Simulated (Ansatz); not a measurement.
```yaml
crystal:
  lattice:
    - [4.87155, 0.00000, 0.00000]
    - [0.00000, 4.87155, 0.00000]
    - [0.00000, 0.00000, 4.87155]
  atoms:
    - { symbol: Sn, position: [0.00000, 0.00000, 0.00000] }
    - { symbol: Sn, position: [0.50000, 0.50000, 0.00000] }
    - { symbol: Sn, position: [0.50000, 0.00000, 0.50000] }
    - { symbol: Sn, position: [0.00000, 0.50000, 0.50000] }
```

Space group Fm-3m; set up as Sn, fcc; a generated structure, not necessarily the stable one; changed on purpose from its base cell (volume × 1.0).

All numbers below come from DFT, RPBE, plane waves (420 eV) with PAW, scalar-relativistic (Ansatz).

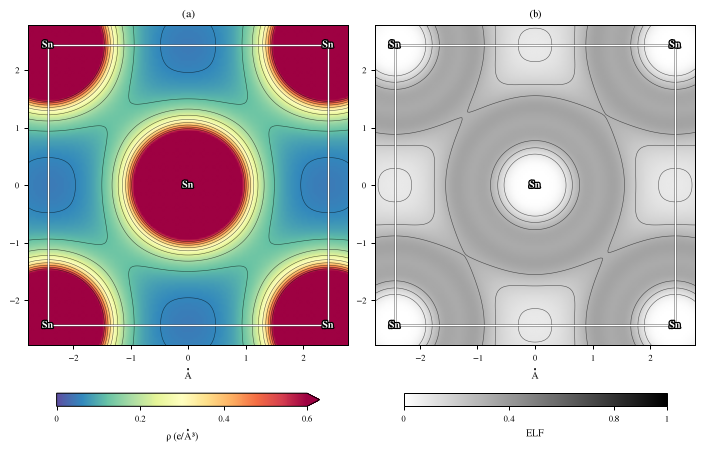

Sn. (a) valence charge density (pseudo); (b) ELF on the (001) plane of the conventional cell.

> Interpret the plot.

Atoms in the plane: Sn. Sn–Sn (3.44 Å): ρ at the midpoint is about 0.13 e/Å³; the ELF is about 0.30 at the midpoint; no localised pair shows between them. Between the atoms the lowest density in this plane is 0.05 e/Å³.

> Does the calculation make it a metal, or give it a gap?

It is metallic or semimetallic at this level of theory: no gap opens.
